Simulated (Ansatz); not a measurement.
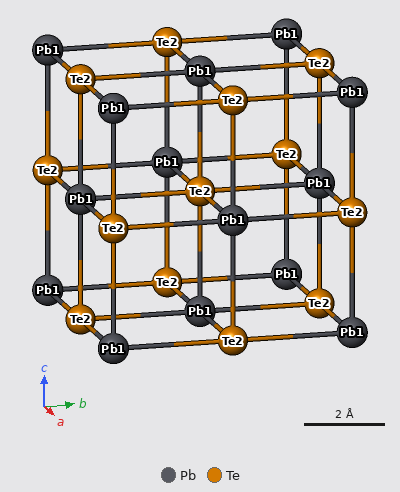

Figure 1. The structure as given in the input (ball-and-stick view of the cell 4 times as large as that of the calculation, set on its symmetry axes, seen slightly off an axis; atoms are numbered from 1 in the order of the input).

# Run report: PbTe, single-point calculation

- system: PbTe (Fm-3m, 2 atoms in the cell)
- method: DFT, PBE, PAW with Ansatz's default frozen-core files, scalar-relativistic, no spin polarisation (Ansatz 0.2.0)

Its volume is 0.86 times that of the source entry. It belongs to a series of runs on one base structure; here: volume scaled by 0.86, to set the pressure. Figures and captions count atoms from 1; the log counts them from 0 in places.

## The program's output
```
Engine: ansatz 0.2.0, x86_64-unknown-linux-gnu
Pseudopotentials: kind: paw
Pseudopotential: Pb, paw, valence charge 14, recommended cutoff 420 eV (normal), Pb.paw.azcp
Pseudopotential: Te, paw, valence charge 16, recommended cutoff 420 eV (normal), Te.paw.azcp
Functional definition: PBE
  parameter kappa = 0.804
  parameter beta = 0.06672455060314922
  exchange = pbe_x(kappa = kappa, mu = beta*pi^2/3)
  correlation = pbe_c(beta = beta)
Crystal: 2 atoms, lattice volume = 60.896 Å³
Basis set: ecut = 420 eV, 1243 PW (Γ), exchange–correlation on 60×60×60 points (8 copies of the dense FFT grid, shifted against one another)
Bands: 19, of which v1, the nominal top of the filled ones, is band 15 counted from 1 (14 counted from 0)
Symmetry: 48 space group operations
Space group: Fm-3m (ITA 225), of the structure as read, at distance tolerance 3.9e-5 Å
k-points: 56 of 1331
Non-local potential: Pb, projectors of the file, l = 0: 2, l = 1: 2, l = 2: 2, l = 3: 2
Non-local potential: Te, projectors of the file, l = 0: 2, l = 1: 2, l = 2: 2, l = 3: 2
PAW form: soft (Blöchl's): semilocal exchange-correlation on the pseudo side does not see the compensation charge
PAW one-centre angular grid: Pb, 590 points (default); XC on 64 Gauss nodes
PAW one-centre angular grid: Te, 590 points (default); XC on 64 Gauss nodes
Initial density: superposition of atomic densities (neutral atoms: chi_scale 0, normalization atom), corrected by the library's trained network
Initial wavefunctions: pseudopotential atomic-orbital guess
Functional: x = pbe(κ = 0.804, μ = 0.2195149727645171), c = pbe(β = 0.06672455060314922)
SCF iter   1: F=—  HF=-18886.964995 eV  |F-HF|=—  |Δ(HF+E_count)|=         —  Δρ=5.90e-4  dr2=1.02e-4  ethr=1.77e-3  ⟨swp⟩=6.1  Hψ=5412  notcnv=0
preconditioner: auto → none  [insulator: Δε(μ)=0.645 eV  Ē_g=15.063 eV  σ=0.100 eV  W_gap=0.92  n_scr=14 (ndim 8)  ℏωp=21.3 eV  f_vac=0.007  D(μ)=0.02/eV (n_scr^D=0)  ε∞_Penn≈3.0]
SCF iter   2: F=—  HF=-18886.963332 eV  |F-HF|=—  |Δ(HF+E_count)|=   1.66e-3  Δρ=4.61e-4  dr2=9.01e-5  ethr=3.38e-7  ⟨swp⟩=3.1  Hψ=2889  notcnv=0
SCF iter   3: F=—  HF=-18886.963313 eV  |F-HF|=—  |Δ(HF+E_count)|=   1.94e-5  Δρ=2.76e-4  dr2=2.55e-5  ethr=3.00e-7  ⟨swp⟩=2.5  Hψ=1944  notcnv=0
SCF iter   4: F=—  HF=-18886.963333 eV  |F-HF|=—  |Δ(HF+E_count)|=   2.05e-5  Δρ=8.72e-5  dr2=2.35e-6  ethr=8.50e-8  ⟨swp⟩=2.0  Hψ=1904  notcnv=0
SCF iter   5: F=—  HF=-18886.963342 eV  |F-HF|=—  |Δ(HF+E_count)|=   8.44e-6  Δρ=6.29e-5  dr2=2.06e-6  ethr=7.84e-9  ⟨swp⟩=2.0  Hψ=1918  notcnv=0
SCF iter   6: F=—  HF=-18886.963340 eV  |F-HF|=—  |Δ(HF+E_count)|=   1.30e-6  Δρ=3.32e-5  dr2=5.45e-7  ethr=6.86e-9  ⟨swp⟩=2.8  Hψ=1856  notcnv=0
SCF iter   7: F=-18886.963340 eV  HF=-18886.963340 eV  |F-HF|=4.05e-8  |Δ(HF+E_count)|=   4.67e-7  Δρ=7.19e-6  dr2=2.45e-8  ethr=3.33e-10  ⟨swp⟩=3.7  Hψ=5179  notcnv=0
SCF 1 converged in 7 iterations: F = -18886.963340 eV  dr2 = 2.45e-8
  greatest PAW one-centre occupation: 0.998 electrons in one spin orbital (limit 2), on the Te atom at site 1 (counted from 0), in its partial waves of l = 2
```

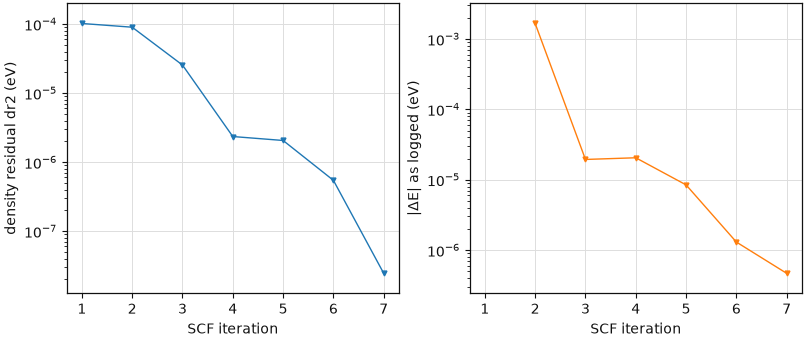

Figure 2. Convergence of the self-consistent field: density residual dr2 and size of the energy change against the SCF iteration. The residual falls at every step.

```
SCF converged after 7 iterations
Free energy (F): -18886.963340 eV
Harris-Foulkes:  -18886.963340 eV  (|F-HF|=4.05e-8)
Internal energy: -18886.962427 eV  (E = F + TS)
E sigma→0 (E₀):  -18886.962883 eV
Entropy (-TS):   -0.000913 eV (-0.457 meV/atom)
Fermi energy:    10.746472 eV
--- Per-component energies (eV) ---
  E_band       = -275.640292
  E_kinetic    = 471.611988
  E_local      = -2230.227086  (includes V_loc(G=0)·N_el)
  E_nonlocal   = 40.034591
  E_hartree    = 1197.392093
  E_xc         = -346.966230
  E_vxc        = -239.034895  (∫ρ·V_xc dr)
  E_paw        = -15066.864698  (= ΣΔE_a)
  E_vpaw       = -712.798485  (= ΣTr[D̂ρ^β])
  E_aug_tail   = -0.000152  (compensation charges beyond the density's cutoff)
  E_ewald      = -2951.942932
  E_smearing   = -0.000913  (= −TS)
  E_closure    = -0.000000  (closes the sum)
  Σ components = -18886.963340   (vs F -18886.963340, Δ=0.00e0)
--- Forces (eV/Å), atoms counted from 1 ---
  atom   1  Pb    -0.00000000     0.00000000     0.00000000
  atom   2  Te     0.00000000    -0.00000000     0.00000000
  max |Σ_I F_I| component: 2.58e-29 eV/Å
--- Stress (GPa, compression-positive) ---
        8.226044       0.000000       0.000000
       -0.000000       8.226044      -0.000000
        0.000000       0.000000       8.226044
  P = ⅓ Tr σ = 8.2260 GPa (82.260 kbar)
--- Band table (eV; the first three rows and the last of 56) ---
  k-point 0: bands = ["-26.1481", "-26.1481", "-26.1400", "-26.1400", "-26.1400", "-6.5074", "-6.5074", "-6.4908", "-6.4908", "-6.4908", "-2.5085", "5.1205", "8.6631", "8.6631", "8.6631", "14.6047", "14.6047", "14.6047", "15.9970"]
  k-point 1: bands = ["-26.1480", "-26.1480", "-26.1399", "-26.1399", "-26.1399", "-6.5091", "-6.5091", "-6.4906", "-6.4891", "-6.4891", "-2.4268", "4.7664", "8.6872", "8.6872", "8.8939", "14.0818", "14.1956", "14.1956", "15.8432"]
  k-point 2: bands = ["-26.1480", "-26.1480", "-26.1398", "-26.1397", "-26.1397", "-6.5145", "-6.5145", "-6.4901", "-6.4840", "-6.4840", "-2.1854", "3.9431", "8.7620", "8.7620", "9.3530", "13.1480", "13.3785", "13.3785", "15.8634"]
  k-point 55: bands = ["-26.1483", "-26.1475", "-26.1395", "-26.1393", "-26.1385", "-6.5839", "-6.5131", "-6.4837", "-6.4763", "-6.4525", "-0.2504", "2.0016", "5.7759", "6.1740", "9.7579", "12.1122", "15.2992", "15.8924", "17.0940"]
```

This output came from the following input.

## The input
```yaml
crystal:
  lattice:
    - [0.0, 3.1226151835, 3.1226151835]
    - [3.1226151835, 0.0, 3.1226151835]
    - [3.1226151835, 3.1226151835, 0.0]
  atoms:
    - { symbol: Pb, position: [0.0, 0.0, 0.0] }
    - { symbol: Te, position: [0.5, 0.5, 0.5] }
kpoints:
  mp_grid: { grid: [11, 11, 11] }
scf:
  occupations: { method: fermi_dirac, width: 0.1 }
hamiltonian:
  xc: pbe
  pseudopotentials: { kind: paw }
output:
  forces: true
  stress: true
  eigenvalues: true
```

Run as:
```bash
ansatz run input.yaml --threads 1 --pin off --max-ram 3584MiB --backend cpu --events-out ev --progress --plain --runs-dir out
```

## Summary

| quantity | value |
| --- | --- |
| outcome | converged |
| space group (tolerance 0.01 Å) | Fm-3m (225) |
| electrons treated | 30 |
| free energy | −18886.9633 eV |
| Fermi energy | 10.746 eV |
| pressure | 8.23 GPa |
| largest force (length of the vector) | under 0.001 eV/Å |
| hardware | 1 thread of Intel Xeon (Granite Rapids), 32 GiB of memory available, shared host |
| wall time | 1.9 s |
| peak memory | 0.41 GiB |

## Notes

Spin–orbit coupling is left out, which matters for Pb. The cell is under a pressure of 8.2 GPa at this level, so it is not at its equilibrium volume.
